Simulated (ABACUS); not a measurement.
# Single-point calculation at one volume of an equation of state of C (part 2 of 2)

Continued. System: C (P6₃/mmc, 4 atoms in the cell). Method: Kohn-Sham DFT of a periodic cell, PBEsol, PseudoDojo NC SR 0.4.1 PBEsol standard, no spin polarisation (ABACUS 3.10.1); cutoff 1115.67 eV, 12×12×7 k-mesh, fermi-dirac of 0.05 eV. The structure derives from an entry of the Crystallography Open Database. It belongs to a series of runs on one base structure; here: volume scaled by 0.98.

Geometry of the input (Å; fractional positions):
```
2.5052  0.0000  0.0000
-1.2526  2.1695  0.0000
0.0000  0.0000  4.0910
C  0.6667  0.3333  0.9375
C  0.3333  0.6667  0.4375
C  0.6667  0.3333  0.5625
C  0.3333  0.6667  0.0625
```

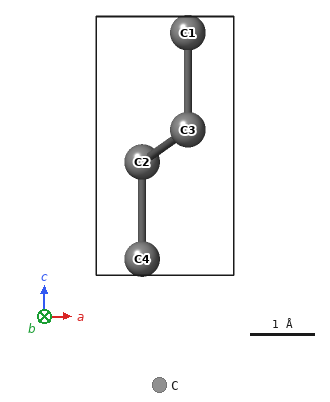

*The structure (ball-and-stick view of the cell of the calculation, along the b axis; atoms are numbered from 1 in the order of the input). An atom can appear more than once, as a periodic image.*

Log, continued:
```
----------------------------------------------------------
     Energy           Rydberg                 eV
----------------------------------------------------------
 E_KohnSham     -48.0079351545       -653.1814673153
 E_Harris       -47.0693287122       -640.4110715207
 E_Fermi        1.0678679787         14.5290892223
----------------------------------------------------------

 PW ALGORITHM --------------- ION=   1  ELEC=   2--------------------------------

 Density error is 0.00933730895685
                          Error Threshold = 0.00153076690004
----------------------------------------------------------
     Energy           Rydberg                 eV
----------------------------------------------------------
 E_KohnSham     -48.0222979852       -653.3768836530
 E_Harris       -47.8132438975       -650.5325568699
 E_Fermi        1.1382770621         15.4870539478
----------------------------------------------------------

 PW ALGORITHM --------------- ION=   1  ELEC=   3--------------------------------

 Density error is 0.000200648523422
                          Error Threshold = 5.83581809803e-05
----------------------------------------------------------
     Energy           Rydberg                 eV
----------------------------------------------------------
 E_KohnSham     -48.0239554723       -653.3994349220
 E_Harris       -48.0238723713       -653.3983042749
 E_Fermi        1.1535750688         15.6951940064
----------------------------------------------------------

 PW ALGORITHM --------------- ION=   1  ELEC=   4--------------------------------

 Density error is 2.55261409583e-05
                          Error Threshold = 1.25405327139e-06
----------------------------------------------------------
     Energy           Rydberg                 eV
----------------------------------------------------------
 E_KohnSham     -48.0239799860       -653.3997684469
 E_Harris       -48.0159702921       -653.2907909718
 E_Fermi        1.1523215045         15.6781383894
----------------------------------------------------------

 PW ALGORITHM --------------- ION=   1  ELEC=   5--------------------------------

 Density error is 1.97981090457e-07
                          Error Threshold = 1.59538380989e-07
----------------------------------------------------------
     Energy           Rydberg                 eV
----------------------------------------------------------
 E_KohnSham     -48.0239838726       -653.3998213275
 E_Harris       -48.0241555735       -653.4021574384
 E_Fermi        1.1531184855         15.6889818719
----------------------------------------------------------

 PW ALGORITHM --------------- ION=   1  ELEC=   6--------------------------------

 Density error is 3.87976257723e-09
                          Error Threshold = 1.23738181536e-09
----------------------------------------------------------
     Energy           Rydberg                 eV
----------------------------------------------------------
 E_KohnSham     -48.0239839854       -653.3998228626
 E_KS(sigma->0) -48.0239839854       -653.3998228626
 E_Harris       -48.0241010902       -653.4014161553
 E_band         5.3902779473         73.3384938864
 E_one_elec     16.8788909458        229.6490927835
 E_Hartree      3.8234605573         52.0208496571
 E_xc           -17.3077371879       -235.4838452422
 E_Ewald        -51.4185983006       -699.5859200609
 E_entropy(-TS) -0.0000000000        -0.0000000000
 E_descf        0.0000000000         0.0000000000
 E_exx          0.0000000000         0.0000000000
 E_Fermi        1.1531095570         15.6888603933
----------------------------------------------------------

 charge density convergence is achieved
 final etot is -653.39982286 eV
 EFERMI = 15.688860393 eV

 STATE ENERGY(eV) AND OCCUPATIONS    NSPIN == 1
 1/19 kpoint (Cartesian) = 0.0000 0.0000 0.0000 (1847 pws)
       1       -8.11972     0.00198413
       2       -2.09754     0.00198413
       3     -0.0290614     0.00198413
       4        10.6583     0.00198413
       5        10.6583     0.00198413
       6        13.5591     0.00198413
       7        14.0336     0.00198413
       8        14.0336     0.00198413
       9        18.7820    2.69643e-30
      10        18.7820    2.69643e-30
      11        19.8948    5.81945e-40
      12        21.9245    1.36561e-57

 2/19 kpoint (Cartesian) = -0.033265 0.019205 0.0000 (1863 pws)
       1       -7.94669      0.0119048
       2       -1.94278      0.0119048
       3       0.132974      0.0119048
       4        9.79347      0.0119048
       5        10.2979      0.0119048
       6        13.2701      0.0119048
       7        13.3111      0.0119048
       8        13.7158      0.0119048
       9        18.9003    1.51788e-30
      10        19.2536    1.29561e-33
      11        20.2073    6.74949e-42
      12        22.4716    1.44928e-61

 3/19 kpoint (Cartesian) = -0.066529 0.038411 0.0000 (1872 pws)
       1       -7.42950      0.0119048
       2       -1.47989      0.0119048
       3       0.607646      0.0119048
       4        7.76916      0.0119048
       5        9.47753      0.0119048
       6        11.6077      0.0119048
       7        12.4892      0.0119048
       8        12.9734      0.0119048
       9        18.9176    1.07557e-30
      10        20.3116    8.37465e-43
      11        20.8259    2.85790e-47
      12        23.7216    2.01465e-72

 4/19 kpoint (Cartesian) = -0.099794 0.057616 0.0000 (1880 pws)
       1       -6.57489      0.0119048
       2      -0.713779      0.0119048
       3        1.34010      0.0119048
       4        5.37812      0.0119048
       5        8.59002      0.0119048
       6        9.52611      0.0119048
       7        11.3299      0.0119048
       8        12.1502      0.0119048
       9        18.7389    3.82838e-29
      10        21.3295    1.20645e-51
      11        21.4600    8.86888e-53
      12        24.0941    1.17145e-75

 5/19 kpoint (Cartesian) = -0.13306 0.076821 0.0000 (1892 pws)
       1       -5.39965      0.0119048
       2       0.343820      0.0119048
       3        1.87062      0.0119048
       4        3.41808      0.0119048
       5        7.38824      0.0119048
       6        7.86107      0.0119048
       7        9.92676      0.0119048
       8        11.4640      0.0119048
       9        18.4892    5.65416e-27
      10        21.9422    5.74909e-57
      11        22.0293    1.00833e-57
      12        23.1496    1.87159e-67

 6/19 kpoint (Cartesian) = -0.16632 0.096026 0.0000 (1888 pws)
       1       -3.96062      0.0119048
       2       0.301818      0.0119048
       3        1.65625      0.0119048
       4        3.84849      0.0119048
       5        5.38086      0.0119048
       6        7.39444      0.0119048
       7        8.52891      0.0119048
       8        11.0213      0.0119048
       9        18.2769    3.94422e-25
      10        22.1844    4.52885e-59
      11        22.3568    1.44182e-60
      12        22.4383    2.82595e-61

[... levels at 13 further k points ...]

------------------------------------------------------------------------------------------
 TOTAL-FORCE (eV/Angstrom)
------------------------------------------------------------------------------------------
                        C1         0.0000000000         0.0000000000        -0.0431452062
                        C2         0.0000000000         0.0000000000        -0.0431452062
                        C3         0.0000000000         0.0000000000         0.0431452062
                        C4         0.0000000000         0.0000000000         0.0431452062
------------------------------------------------------------------------------------------

----------------------------------------------------------------
 TOTAL-STRESS (KBAR)
----------------------------------------------------------------
       -13.9860671093        -0.0000000003        -0.0000000000
        -0.0000000003       -13.9860671083         0.0000000000
         0.0000000000         0.0000000000       251.7646495858
----------------------------------------------------------------
 TOTAL-PRESSURE: 74.597505 KBAR

 --------------------------------------------
 !FINAL_ETOT_IS -653.3998228625832780 eV
 --------------------------------------------
```

Standard output:
```
ABACUS v3.10.1

               Atomic-orbital Based Ab-initio Computation at UStc

 UNIFORM GRID DIM        : 27 * 27 * 45
 UNIFORM GRID DIM(BIG)   : 27 * 27 * 45
 ---------------------------------------------------------
 Self-consistent calculations for electrons
 ---------------------------------------------------------
 SPIN    KPOINTS         PROCESSORS  THREADS
 1       76              4           4
 ---------------------------------------------------------
 Use plane wave basis
 ---------------------------------------------------------
 ELEMENT NATOM       XC
 C       4
 ---------------------------------------------------------
 Initial plane wave basis and FFT box
 ---------------------------------------------------------
 -------------------------------------------
 SELF-CONSISTENT :
 -------------------------------------------
 START CHARGE      : atomic
 ITER       ETOT/eV          EDIFF/eV         DRHO     TIME/s
 DA1     -6.53181467e+02   0.00000000e+00   2.4492e-01   0.87
 DA2     -6.53376884e+02  -1.95416338e-01   9.3373e-03   0.44
 DA3     -6.53399435e+02  -2.25512690e-02   2.0065e-04   0.75
 DA4     -6.53399768e+02  -3.33524873e-04   2.5526e-05   0.59
 DA5     -6.53399821e+02  -5.28805972e-05   1.9798e-07   0.48
 DA6     -6.53399823e+02  -1.53506664e-06   3.8798e-09   0.70
----------------------------------------------------------------
 TOTAL-STRESS (KBAR)
----------------------------------------------------------------
       -13.9860671093        -0.0000000003        -0.0000000000
        -0.0000000003       -13.9860671083         0.0000000000
         0.0000000000         0.0000000000       251.7646495858
----------------------------------------------------------------
 TOTAL-PRESSURE: 74.597505 KBAR
```

Key numbers:

```csv
quantity,value
outcome,converged
space group (tolerance 0.01 Å),P6₃/mmc (194)
electrons treated,16
free energy,−653.3998 eV
Fermi energy,15.689 eV
gap on the k-point mesh,3.12 eV
pressure,7.46 GPa
largest force (length of the vector),0.043 eV/Å
wall time,4.8 s (CPU time 17 s)
peak memory,0.24 GiB
```
